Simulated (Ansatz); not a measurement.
**Two runs on BN**

System: BN (Fm-3m, 2 atoms in the cell).
Method of run A: DFT, PBE, plane waves, PAW, no spin polarisation (Ansatz 0.2.0).

The structure was built on a prototype by a generator. The geometry comes from this level: r2SCAN. Text and figures count atoms from 1; the logs count them from 0 in places.

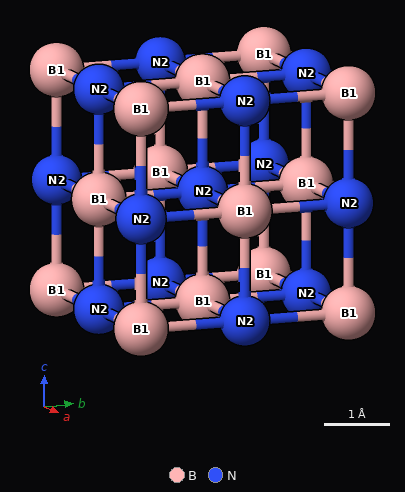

The structure (ball-and-stick view of the cell 4 times as large as that of the calculation, set on its symmetry axes, seen slightly off an axis; atoms are numbered from 1 in the order of the input). Near neighbours in the crystal (not all of them lie inside the picture): B has 6 N at 1.75 Å; N has 6 B at 1.75 Å.

### Input, run A
```yaml
crystal:
  lattice:
    - [0.0, 1.7458259515, 1.7458259515]
    - [1.7458259515, 0.0, 1.7458259515]
    - [1.7458259515, 1.7458259515, 0.0]
  atoms:
    - { symbol: B, position: [0.0, 0.0, 0.0] }
    - { symbol: "N", position: [0.5, 0.5, 0.5] }
kpoints:
  mp_grid: { grid: [12, 12, 12] }
  band_path:
    path:
      - [0.0, 0.0, 0.0]
      - [0.5, 0.0, 0.5]
      - [0.625, 0.25, 0.625]
      - [0.375, 0.375, 0.75]
      - [0.5, 0.5, 0.5]
      - [0.5, 0.25, 0.75]
      - [0.0, 0.166667, -0.167969]
      - [0.0, 0.5, 0.5]
    npoints: 1
hamiltonian:
  xc: pbe
scf:
  occupations: { method: fixed }
  n_extra_bands: 4
output:
  forces: true
  stress: true
  eigenvalues: true
```

Command:
```bash
ansatz run input.yaml --threads 2 --pin off --max-ram 2764MiB --backend cpu --events-out ev --progress --plain --runs-dir out
```

Hardware: 2 threads of Arm Neoverse V1, 24 GiB of memory available, shared host.

### Output, shortened to warnings, some set-up lines, iterations and results (run A)
```
Basis set: ecut = 420 eV, 181 PW (Γ), exchange–correlation on 36×36×36 points (8 copies of the dense FFT grid, shifted against one another)
Symmetry: 48 space group operations
k-points: 72 of 1728
Initial density: superposition of atomic densities (neutral atoms: chi_scale 0, normalization atom), corrected by the library's trained network
[...]
SCF iter   1: F=—  HF=-538.772903 eV  |F-HF|=—  |Δ(HF+E_count)|=         —  Δρ=1.33e-2  dr2=1.53e-2  ethr=1.77e-3  ⟨swp⟩=3.8  Hψ=3318  notcnv=0  defer=137
SCF iter   2: F=—  HF=-538.769836 eV  |F-HF|=—  |Δ(HF+E_count)|=   3.07e-3  Δρ=4.42e-3  dr2=1.41e-3  ethr=1.91e-4  ⟨swp⟩=2.4  Hψ=1368  notcnv=0  defer=140
SCF iter   3: F=—  HF=-538.769530 eV  |F-HF|=—  |Δ(HF+E_count)|=   3.06e-4  Δρ=1.21e-3  dr2=4.86e-5  ethr=1.76e-5  ⟨swp⟩=2.7  Hψ=931  notcnv=0  defer=140
SCF iter   4: F=—  HF=-538.769678 eV  |F-HF|=—  |Δ(HF+E_count)|=   1.48e-4  Δρ=7.48e-5  dr2=2.99e-7  ethr=6.07e-7  ⟨swp⟩=2.0  Hψ=942  notcnv=0  defer=85
SCF iter   5: F=-538.769678 eV  HF=-538.769678 eV  |F-HF|=5.99e-9  |Δ(HF+E_count)|=   2.50e-7  Δρ=9.29e-6  dr2=1.92e-9  ethr=3.73e-9  ⟨swp⟩=2.6  Hψ=886  notcnv=0  defer=91
SCF iter   6: F=-538.769678 eV  HF=-538.769678 eV  |F-HF|=2.05e-12  |Δ(HF+E_count)|=   6.48e-9  Δρ=4.94e-7  dr2=1.37e-11  ethr=2.40e-11  ⟨swp⟩=3.1  Hψ=2741  notcnv=0
SCF 1 converged in 6 iterations: F = -538.769678 eV  dr2 = 1.37e-11
NSCF: frozen V_eff on 8 k-points
SCF converged after 6 iterations
Free energy (F): -538.769678 eV
Harris-Foulkes:  -538.769678 eV  (|F-HF|=2.05e-12)
Internal energy: -538.769678 eV  (E = F + TS)
E sigma→0 (E₀):  -538.769678 eV
Fermi energy:    14.645872 eV
--- Per-component energies (eV) ---
  E_band       = 46.979986
  E_kinetic    = 183.524604
  E_local      = -126.190408  (includes V_loc(G=0)·N_el)
  E_nonlocal   = 55.896920
  E_hartree    = 35.742271
  E_xc         = -93.073377
  E_vxc        = -115.925815  (∫ρ·V_xc dr)
  E_paw        = -205.821423  (= ΣΔE_a)
  E_vpaw       = -21.809985  (= ΣTr[D̂ρ^β])
  E_aug_tail   = 0.000094  (compensation charges beyond the density's cutoff)
  E_ewald      = -388.848359
  E_smearing   = -0.000000  (= −TS)
  E_closure    = -0.000000  (closes the sum)
  Σ components = -538.769678   (vs F -538.769678, Δ=0.00e0)
--- Forces (eV/Å), atoms counted from 1 ---
  atom   1  B     -0.00000000     0.00000000     0.00000000
  atom   2  N      0.00000000    -0.00000000     0.00000000
  max |Σ_I F_I| component: 7.36e-30 eV/Å
--- Stress (GPa, compression-positive) ---
        3.923689       0.000000       0.000000
        0.000000       3.923689      -0.000000
       -0.000000       0.000000       3.923689
  P = ⅓ Tr σ = 3.9237 GPa (39.237 kbar)
```

For run B the input was changed thus:
```diff
-  xc: pbe
+  xc: r2scan
```

Predict how the results change.

The total energies belong to different methods, so their difference says nothing on which is more stable or more accurate. The gap on the mesh goes from 1.20 to 1.34 eV. The pressure goes from 3.92 to 0.03 GPa. The functional changes from PBE to r2SCAN. The number of SCF iterations is the same. The default cutoff goes from 420 to 500 eV with the change. The plane waves at Γ go from 181 to 283.

### Output, shortened to warnings, some set-up lines, iterations and results (run B)
```
Basis set: ecut = 500 eV, 283 PW (Γ), exchange–correlation on 80×80×80 points (64 copies of the dense FFT grid, shifted against one another)
Symmetry: 48 space group operations
k-points: 72 of 1728
Initial density: superposition of atomic densities (neutral atoms: chi_scale 0, normalization atom), corrected by the library's trained network
[...]
SCF iter   1: F=—  HF=-540.136793 eV  |F-HF|=—  |Δ(HF+E_count)|=         —  Δρ=2.55e-2  dr2=6.24e-2  dr2_τ=2.54e-1  ethr=1.77e-3  ⟨swp⟩=4.0  Hψ=3301  notcnv=0  defer=133
SCF iter   2: F=—  HF=-540.251258 eV  |F-HF|=—  |Δ(HF+E_count)|=   1.14e-1  Δρ=8.44e-3  dr2=2.30e-3  dr2_τ=2.00e-3  ethr=7.80e-4  ⟨swp⟩=2.3  Hψ=1570  notcnv=0  defer=136
SCF iter   3: F=—  HF=-540.251902 eV  |F-HF|=—  |Δ(HF+E_count)|=   6.45e-4  Δρ=3.87e-3  dr2=6.23e-4  dr2_τ=5.62e-5  ethr=2.88e-5  ⟨swp⟩=2.6  Hψ=851  notcnv=0  defer=140
SCF iter   4: F=—  HF=-540.251958 eV  |F-HF|=—  |Δ(HF+E_count)|=   5.53e-5  Δρ=9.09e-4  dr2=2.77e-5  dr2_τ=4.45e-6  ethr=7.78e-6  ⟨swp⟩=2.3  Hψ=772  notcnv=0  defer=140
SCF iter   5: F=—  HF=-540.251959 eV  |F-HF|=—  |Δ(HF+E_count)|=   1.51e-6  Δρ=1.83e-4  dr2=1.54e-6  dr2_τ=1.45e-7  ethr=3.46e-7  ⟨swp⟩=2.0  Hψ=840  notcnv=0  defer=8
SCF iter   6: F=-540.251959 eV  HF=-540.251959 eV  |F-HF|=3.98e-9  |Δ(HF+E_count)|=   1.16e-7  Δρ=1.58e-5  dr2=9.53e-9  dr2_τ=3.62e-10  ethr=1.25e-9  ⟨swp⟩=4.9  Hψ=3236  …
SCF 1 converged in 6 iterations: F = -540.251959 eV  dr2 = 9.53e-9
NSCF: frozen V_eff on 8 k-points
SCF converged after 6 iterations
Free energy (F): -540.251959 eV
Harris-Foulkes:  -540.251959 eV  (|F-HF|=3.98e-9)
Internal energy: -540.251959 eV  (E = F + TS)
E sigma→0 (E₀):  -540.251959 eV
Fermi energy:    14.557412 eV
--- Per-component energies (eV) ---
  E_band       = 42.927609
  E_kinetic    = 183.798532
  E_local      = -126.160266  (includes V_loc(G=0)·N_el)
  E_nonlocal   = 55.070723
  E_hartree    = 36.442897
  E_xc         = -91.713833
  E_vxc        = -127.402641  (∫ρ·V_xc dr)
  E_paw        = -208.793671  (= ΣΔE_a)
  E_vpaw       = -22.429171  (= ΣTr[D̂ρ^β])
  E_aug_tail   = 0.000024  (compensation charges beyond the density's cutoff)
  E_vtau       = 7.163675  (kinetic-family band-sum trace: ∫τ·v_τ [+ j·A + Jᵃ·Aᵃ] dr)
  E_ewald      = -388.848359
  E_core_change = -0.048007  (= ΣΔE_core)
  E_smearing   = -0.000000  (= −TS)
  E_closure    = -0.000000  (closes the sum)
  Σ components = -540.251959   (vs F -540.251959, Δ=0.00e0)
--- Forces (eV/Å), atoms counted from 1 ---
  atom   1  B     -0.00000000     0.00000000    -0.00000000
  atom   2  N      0.00000000    -0.00000000    -0.00000000
  max |Σ_I F_I| component: 6.25e-30 eV/Å
--- Stress (GPa, compression-positive) ---
        0.029270       0.000000       0.000000
        0.000000       0.029270      -0.000000
       -0.000000       0.000000       0.029270
  P = ⅓ Tr σ = 0.0293 GPa (0.293 kbar)
```

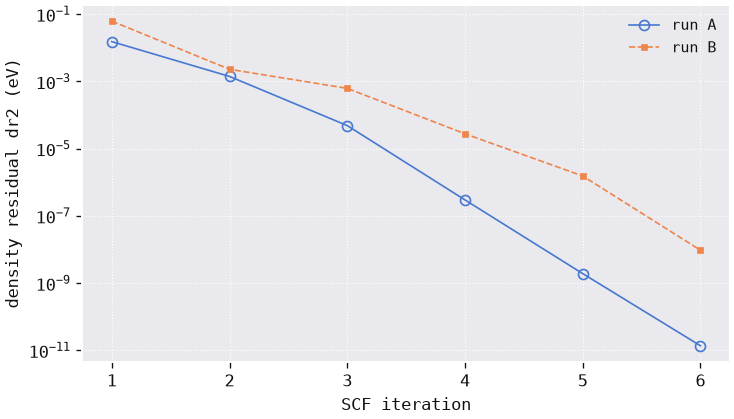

Convergence of the two runs: density residual dr2 against the SCF iteration. Run A takes 6 iterations in all, and run B takes 6.

### The two runs side by side

```csv
quantity,run A,run B
outcome,converged,converged
free energy per atom (eV),−269.3848,−270.1260
gap on the mesh (eV),1.20,1.34
pressure (GPa),3.92,0.03
largest force (eV/Å),0.000,0.000
SCF iterations,6,6
irreducible k-points,72,72
plane waves at Γ,181,283
wall time (shared host),0.56 s,1 s
```
